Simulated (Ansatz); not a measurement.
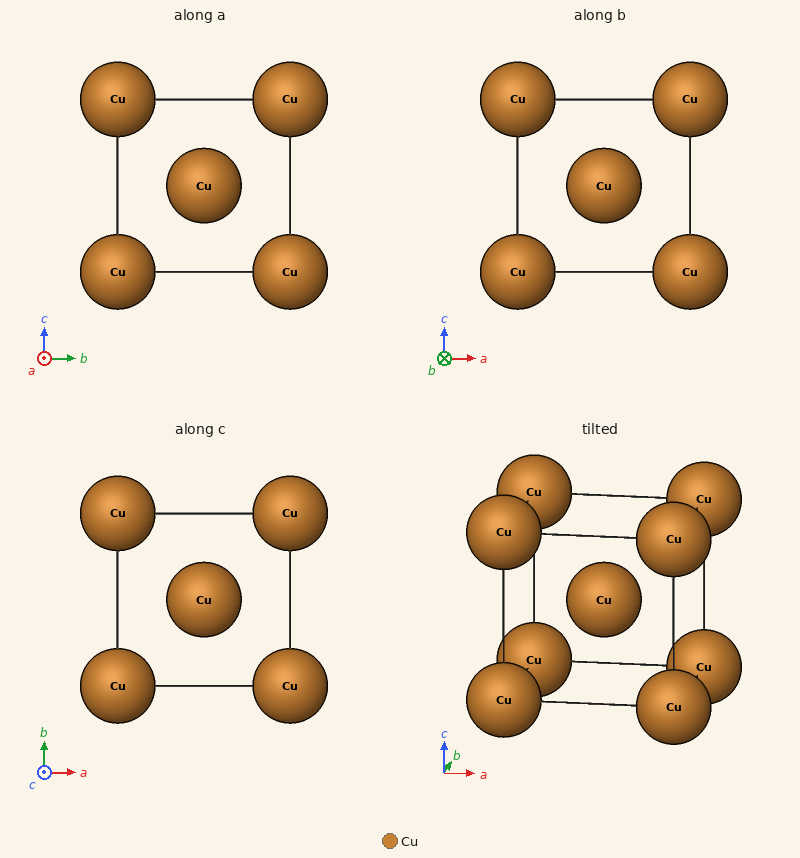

This spheres-only model is shown along the a axis, along the b axis, along the c axis and slightly off an axis. The box is the conventional unit cell; atoms on or close to its faces, edges and corners are drawn wherever they repeat.

Lattice parameters: a = 2.8846 Å, b = 2.8846 Å, c = 2.8846 Å, α = 90.000°, β = 90.000°, γ = 90.000°.

Question: Write the structure as a CIF with its space group and independent sites.

Answer:
```cif
data_structure
_symmetry_space_group_name_H-M 'I m -3 m'
_symmetry_Int_Tables_number 229
_cell_length_a 2.8846
_cell_length_b 2.8846
_cell_length_c 2.8846
_cell_angle_alpha 90.000
_cell_angle_beta 90.000
_cell_angle_gamma 90.000
_cell_volume 24.00
loop_
_atom_site_label
_atom_site_type_symbol
_atom_site_symmetry_multiplicity
_atom_site_Wyckoff_symbol
_atom_site_fract_x
_atom_site_fract_y
_atom_site_fract_z
_atom_site_occupancy
Cu1 Cu 2 a 0.0000 0.0000 0.0000 1
```

The initial geometry was a random cell made by a generator, so it need not be a real form of the element. It is drawn as it came out of a relaxation with DFT PBE, scalar-relativistic, plane waves, PAW in Ansatz.
